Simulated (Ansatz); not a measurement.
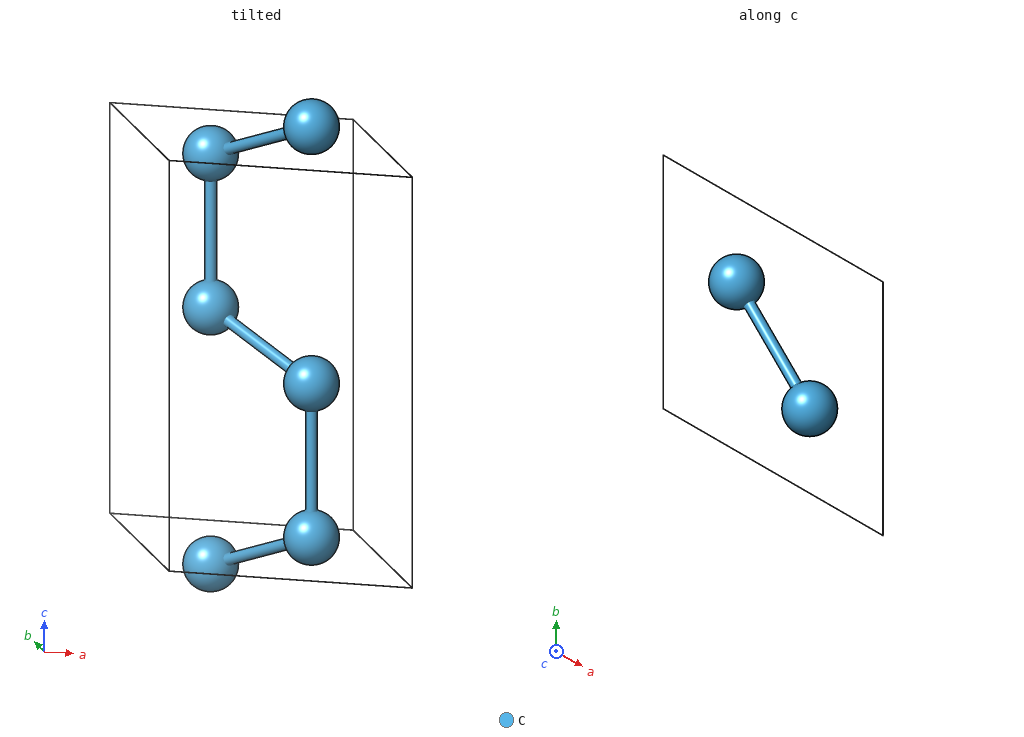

Drawn in the ball-and-stick manner and seen slightly off an axis and along the c axis. Atoms at the boundary of the conventional unit cell (the box) are drawn once for each face, edge or corner they touch.

C, hexagonal diamond (lonsdaleite type), space group P6_3/mmc (No. 194), a = 2.503 Å, b = 2.503 Å, c = 4.169 Å, α = 90.00°, β = 90.00°, γ = 120.00°. Its origin is a structure type filled with this element by a generator (whether the element takes this form wasn't checked). Earlier steps of the study may have refined or changed the cell and positions. Ansatz was used for an electronic-structure calculation on it.

This one geometry was computed with Ansatz (DFT, plane waves, PAW) at six levels of theory: r2SCAN, dielectric-dependent PBE0 (fraction 1/eps_inf of PBE), HSE06, PBE0, LDA and PBE. It was relaxed beforehand with r2SCAN.

### Which level gives the highest pressure at this volume, and what does that say about its equilibrium volume?

Highest: PBE (4.2 GPa), which points to the largest equilibrium volume. Lowest, with the smallest volume: LDA (-10.7 GPa). Levels within 0.5 GPa of each other can't be told apart.

### How does the band gap change with the level of theory?

LDA: a gap of 3.12 eV, indirect; PBE: a gap of 3.32 eV, indirect; r2SCAN: a gap of 3.60 eV, indirect; HSE06: a gap of 4.38 eV, indirect; dielectric-dependent PBE0 (fraction 1/eps_inf of PBE): a gap of 4.58 eV, indirect; PBE0: a gap of 5.13 eV, indirect.

### Collect the results in a table.

| level | cutoff (eV) | k-mesh of the run's cell | gap (eV) | pressure (GPa) |
| --- | --- | --- | --- | --- |
| r2SCAN | 500 | 12×12×6 | 3.60 | 0.0 |
| dielectric-dependent PBE0 (fraction 1/eps_inf of PBE) | 420 | 9×9×4 | 4.58 | -2.9 |
| HSE06 | 420 | 9×9×4 | 4.38 | -5.7 |
| PBE0 | 420 | 9×9×4 | 5.13 | -5.8 |
| LDA | 420 | 12×12×6 | 3.12 | -10.7 |
| PBE | 420 | 12×12×6 | 3.32 | 4.2 |

Gaps are taken on the k-mesh or band path of each run.
